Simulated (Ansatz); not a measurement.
# Energy of SiC along a strain of the cell

System: SiC (I-4m2, 2 atoms in the cell).
Method: DFT r2SCAN, scalar-relativistic, plane waves, PAW, no spin polarisation (Ansatz 0.2.0).

The 5 runs differ only in the geometry, by a strain of the cell at fixed fractional positions. Against run 3, the strain is εzz = η. The structure derives from an entry of the Crystallography Open Database.

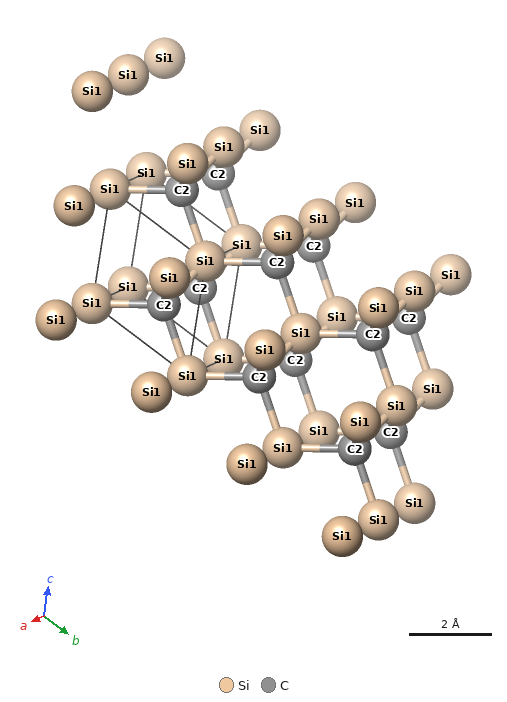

Figure 1. The structure of run 3 (ball-and-stick view of the reduced cell, repeated 2 × 3 × 2, seen slightly off an axis; atoms are numbered from 1 in the order of the input).

## Input of run 3
```yaml
crystal:
  lattice:
    - [0.0, 2.10878, 2.174]
    - [2.10878, 0.0, 2.174]
    - [2.10878, 2.10878, 0.0]
  atoms:
    - { symbol: Si, position: [0.0, 0.0, 0.0] }
    - { symbol: C, position: [0.75, 0.75, 0.75] }
basis:
  ecutwfc: 500
kpoints:
  mp_grid: { grid: [12, 12, 12] }
hamiltonian:
  xc: r2scan
scf:
  occupations: { method: gaussian, width: 0.05 }
output:
  forces: true
  stress: true
  eigenvalues: true
```

Command:
```bash
ansatz run input.yaml --threads 1 --pin off --max-ram 1228MiB --backend cpu --events-out ev --progress --plain --runs-dir out
```

Run 4 differs from it as follows:
```diff
-    - [0.0, 2.10878, 2.174]
-    - [2.10878, 0.0, 2.174]
+    - [0.0, 2.10878, 2.20661]
+    - [2.10878, 0.0, 2.20661]
```

## Results, with one run withheld

```tsv
run	strain parameter η (%)	free energy per atom, from the lowest run given (meV)	pressure (GPa)	gap on the mesh (eV)
1	−3.0000	40.21	26.59	1.64
2	−1.5000	19.71	21.73	1.57
3	0.0000	6.25	17.14	1.49
4	1.5000	?	?	?
5	3.0000	0.00	8.78	1.35
```

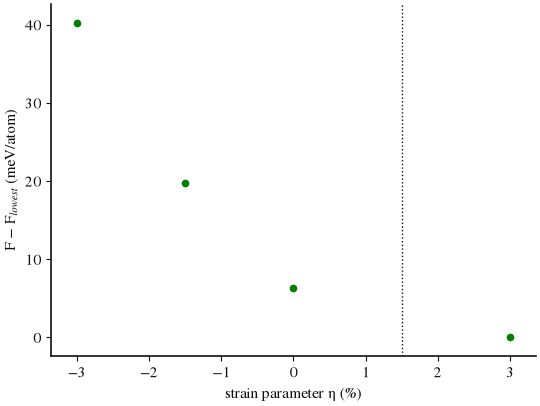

Figure 2. Free energy per atom of the runs given; the dotted line marks run 4.

Estimate the energy of run 4 from the others.

A quadratic polynomial in the coordinate, fitted to the 4 runs given, misses them by at most 0.03 meV per atom. With x = η + 0.3750, it reads F = 8.9544 − 7.8552 x + 1.5417 x² (meV per atom). At run 4 it gives −0.35 meV per atom, and the run itself gives −0.27. The fit has its minimum at η = 2.1726 %. The gap on the mesh goes, without turning, from 1.64 eV in run 1 to 1.35 eV in run 5; run 4 has 1.42 eV. These are gaps of this functional on this mesh, which can miss the band edges; they aren't the measured gap.

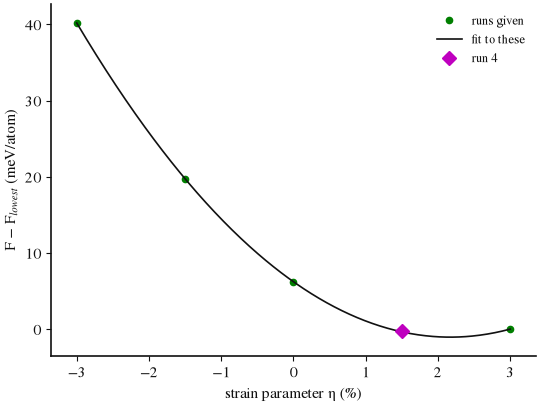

Figure 3. The fit and the withheld run.

## Output, shortened to warnings, some set-up lines, iterations and results (run 4)
```
Basis set: ecut = 500 eV, 533 PW (Γ), exchange–correlation on 96×96×96 points (64 copies of the dense FFT grid, shifted against one another)
Symmetry: 8 space group operations
k-points: 163 of 1728 (time reversal used)
Initial density: superposition of atomic densities (neutral atoms: chi_scale 0, normalization atom), corrected by the library's trained network
[...]
SCF iter   1: F=—  HF=-891.218629 eV  |F-HF|=—  |Δ(HF+E_count)|=         —  Δρ=6.18e-3  dr2=5.72e-3  dr2_τ=2.26e-1  ethr=1.77e-3  ⟨swp⟩=6.1  Hψ=11023  notcnv=0
SCF iter   2: F=—  HF=-891.268095 eV  |F-HF|=—  |Δ(HF+E_count)|=   4.95e-2  Δρ=4.20e-3  dr2=1.86e-3  dr2_τ=4.46e-5  ethr=7.16e-5  ⟨swp⟩=2.0  Hψ=3913  notcnv=0
SCF iter   3: F=—  HF=-891.268123 eV  |F-HF|=—  |Δ(HF+E_count)|=   2.80e-5  Δρ=6.50e-4  dr2=5.88e-5  dr2_τ=9.13e-6  ethr=2.33e-5  ⟨swp⟩=2.4  Hψ=2103  notcnv=0
SCF iter   4: F=—  HF=-891.268147 eV  |F-HF|=—  |Δ(HF+E_count)|=   2.40e-5  Δρ=6.74e-5  dr2=3.21e-7  dr2_τ=2.40e-8  ethr=7.35e-7  ⟨swp⟩=2.5  Hψ=1886  notcnv=0
SCF iter   5: F=-891.268147 eV  HF=-891.268147 eV  |F-HF|=1.13e-8  |Δ(HF+E_count)|=   3.09e-7  Δρ=1.95e-5  dr2=4.29e-8  dr2_τ=6.58e-10  ethr=4.01e-9  ⟨swp⟩=2.4  Hψ=1951  …
SCF iter   6: F=-891.268147 eV  HF=-891.268147 eV  |F-HF|=3.92e-10  |Δ(HF+E_count)|=   1.70e-8  Δρ=1.72e-6  dr2=7.01e-10  dr2_τ=4.91e-11  ethr=5.36e-10  ⟨swp⟩=2.6  Hψ=4650  …
SCF 1 converged in 6 iterations: F = -891.268147 eV  dr2 = 7.01e-10
SCF converged after 6 iterations
Free energy (F): -891.268147 eV
Harris-Foulkes:  -891.268147 eV  (|F-HF|=3.92e-10)
Internal energy: -891.268147 eV  (E = F + TS)
E sigma→0 (E₀):  -891.268147 eV
Fermi energy:    10.873852 eV
--- Per-component energies (eV) ---
  E_band       = 29.819406
  E_kinetic    = 138.960205
  E_local      = -100.334331  (includes V_loc(G=0)·N_el)
  E_nonlocal   = 51.077740
  E_hartree    = 31.943615
  E_xc         = -102.332977
  E_vxc        = -119.976150  (∫ρ·V_xc dr)
  E_paw        = -620.538224  (= ΣΔE_a)
  E_vpaw       = -9.411908  (= ΣTr[D̂ρ^β])
  E_aug_tail   = 0.000009  (compensation charges beyond the density's cutoff)
  E_vtau       = 5.616863  (kinetic-family band-sum trace: ∫τ·v_τ [+ j·A + Jᵃ·Aᵃ] dr)
  E_ewald      = -289.942978
  E_core_change = -0.101207  (= ΣΔE_core)
  E_smearing   = -0.000000  (= −TS)
  E_closure    = 0.000000  (closes the sum)
  Σ components = -891.268147   (vs F -891.268147, Δ=0.00e0)
--- Forces (eV/Å), atoms counted from 1 ---
  atom   1  Si     0.00000000     0.00000000     0.00000000
  atom   2  C     -0.00000000     0.00000000    -0.00000000
  max |Σ_I F_I| component: 1.11e-16 eV/Å
--- Stress (GPa, compression-positive) ---
       17.535261      -0.000000      -0.000000
       -0.000000      17.535261      -0.000000
       -0.000000      -0.000000       3.427876
  P = ⅓ Tr σ = 12.8328 GPa (128.328 kbar)
```
